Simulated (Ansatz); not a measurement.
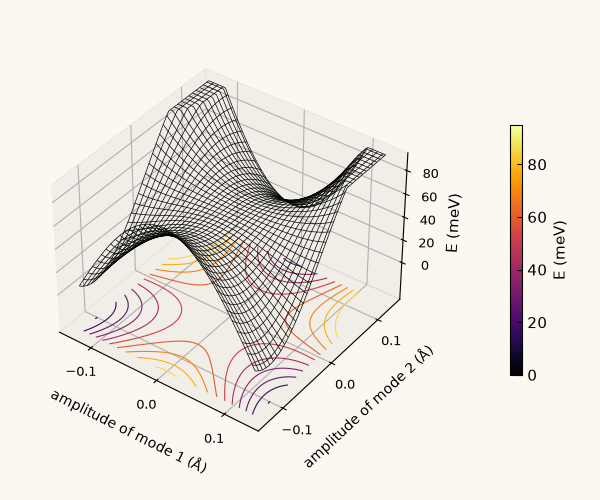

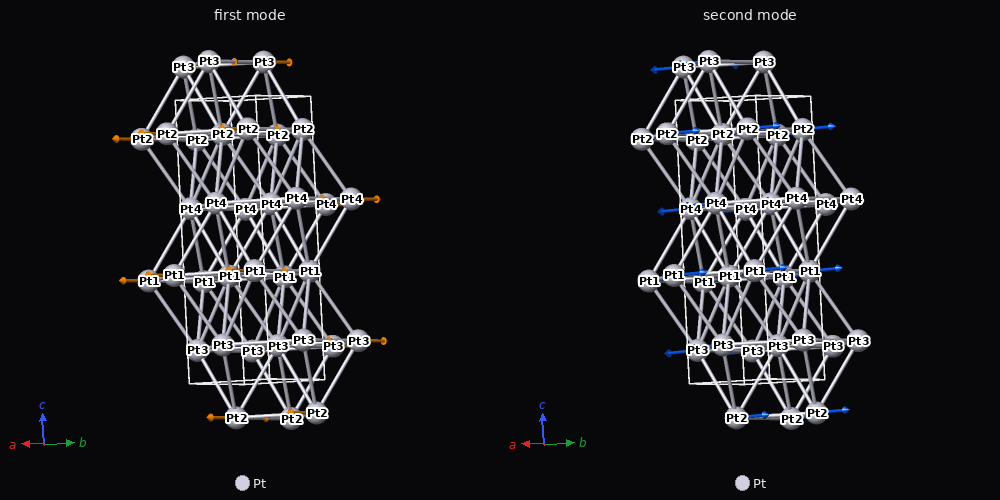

Energy landscape of Pt (P6_3/mmc, No. 194; 4 atoms in the cell). 
- The energy is mapped over two normal modes frozen in (zone-centre modes of the 4-atom cell of this scan, which folds in the wave vector (0, 0, 1/2) of the primitive cell).
- First axis: amplitude of mode 1 (16i cm⁻¹), largest displacement. Second axis: amplitude of mode 2 (16i cm⁻¹), largest displacement.
- Nothing is relaxed (the cell and all other modes fixed).
- Grid: 11 × 11 points; 66 points were computed and 55 follow by symmetry.
- Points are written as (first, second).
- Energies are in meV per cell, from the lowest grid point.
- Method: DFT LDA, scalar-relativistic, plane waves, PAW (Ansatz). Settings: cutoff 420 eV, k-mesh 18×18×6 in the order of the run's cell vectors, gaussian smearing 0.15 eV, no spin polarisation.

In the figure: a relief with its contours projected below, any walls above the top of the colour scale cut off. Between grid points the surface is interpolated. The second picture is the reference structure; its two panels give the patterns of the first and the second mode as arrows.

Question: Describe this landscape.

Answer: The lowest grid point is at (−0.130 Å, −0.104 Å). It lies at the edge of the scanned range, so the true minimum may lie outside. The energy also falls towards the edge at (0.000 Å, 0.130 Å) (19 meV above the lowest), where a further well may lie outside the range. Relaxing all atoms from the lowest point lowers the energy by a further 136 meV. The highest grid point, (−0.130 Å, 0.130 Å), lies 131 meV above the lowest. The reference (P6_3/mmc) is not the lowest structure on this map: a distortion lowers the energy (space group P2_1/m at the lowest grid point).

The values on the grid:

```tsv
second ↓, first →	−0.130	−0.104	−0.078	−0.052	−0.026	0.000	0.026	0.052	0.078	0.104	0.130
0.130	131	94	63	39	24	19	24	39	63	94	131
0.104	124	94	69	50	38	33	38	50	69	94	124
0.078	112	89	71	57	48	45	48	57	71	89	112
0.052	97	81	68	59	54	52	54	59	68	81	97
0.026	78	68	62	58	56	55	56	58	62	68	78
0.000	56	54	54	55	56	56	56	55	54	54	56
−0.026	35	39	45	51	55	56	55	51	45	39	35
−0.052	16	27	39	49	55	57	55	49	39	27	16
−0.078	4	21	37	51	60	63	60	51	37	21	4
−0.104	0	23	43	59	70	74	70	59	43	23	0
−0.130	6	34	58	76	87	91	87	76	58	34	6
```

The input of one point:

```yaml
crystal:
  lattice:
    - [2.708294587, 0.0, 0.0]
    - [-1.3541472935, 2.3454519133, 0.0]
    - [0.0, 0.0, 9.3530207388]
  atoms:
    - { symbol: Pt, position: [0.5964954124, 0.2889921983, 0.375] }
    - { symbol: Pt, position: [0.5964954124, 0.2889921983, 0.875] }
    - { symbol: Pt, position: [0.4035045876, 0.7110078017, 0.125] }
    - { symbol: Pt, position: [0.4035045876, 0.7110078017, 0.625] }
basis:
  ecutwfc: 420
kpoints:
  mp_grid: { grid: [18, 18, 6] }
hamiltonian:
  xc: lda
  pseudopotentials: { kind: paw, azcp: { folder: soft_1 } }
scf:
  occupations: { method: gaussian, width: 0.15 }
output:
  forces: true
  stress: true
  eigenvalues: true
  write_density: true
  write_potential: true
  elf: true
  volumetric_format: npy
```

Each point was launched as `ansatz run input.yaml --threads 4 --pin off --max-ram 8192MiB --backend cpu --events-out ev --progress --plain --runs-dir out`. The whole map (66 points run) took 21 min on 4 threads of Arm Neoverse V1, with other jobs on the host.
